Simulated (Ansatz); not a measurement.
Consider ScAl3N4.

ScAl3N4, 64 atoms, a = 11.22 Å, b = 6.47 Å, c = 10.23 Å, α = 90.00°, β = 90.02°, γ = 90.00°.

Space group Cm; a generated structure, not necessarily the stable one.

These are results of Ansatz 0.2.0, DFT PBE, scalar-relativistic, plane waves, PAW, not measurements.

### What will maps of the valence pseudo-density and electron localisation function show?

Sc–N (2.05 Å): ρ is about 0.64 e/Å³ halfway; the ELF peaks at about 0.85 in the valence shell of N, 0.6 Å from its nucleus, and is about 0.25 at the midpoint: no shared electron pair shows on this line.
Al–N (1.92 Å): ρ at the midpoint is about 0.64 e/Å³; the ELF peaks at about 0.85 in the valence shell of N, 0.8 Å from its nucleus, and is about 0.85 at the midpoint.
Al–N (1.96 Å): ρ is about 0.61 e/Å³ halfway; the ELF peaks at about 0.90 between the atoms: a shared but strongly polarised pair.
Sc–N (2.08 Å): ρ is about 0.6 e/Å³ halfway; the ELF peaks at about 0.85 in the valence shell of N, 0.6 Å from its nucleus, and is about 0.25 at the midpoint: no localised pair shows between them.

### Metal or insulator at this level of theory?

It is gapped, with a Kohn–Sham gap of 3.6 eV on the k-point mesh (the band edges may lie off the mesh, which would make the gap smaller).

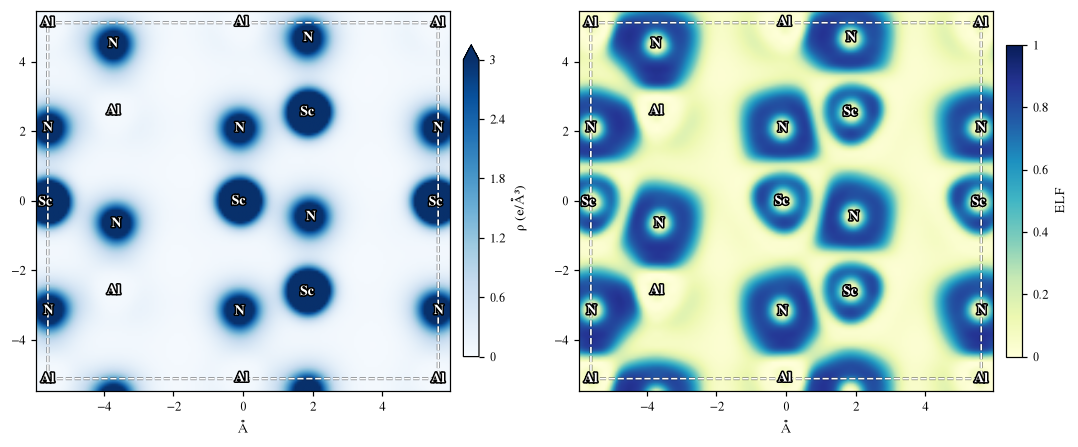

Computed valence pseudo-density and electron localisation function on the (010) plane of the conventional cell, in this order. 

Core electrons are frozen (PAW), and the valence fields are smoothed inside the atomic spheres.
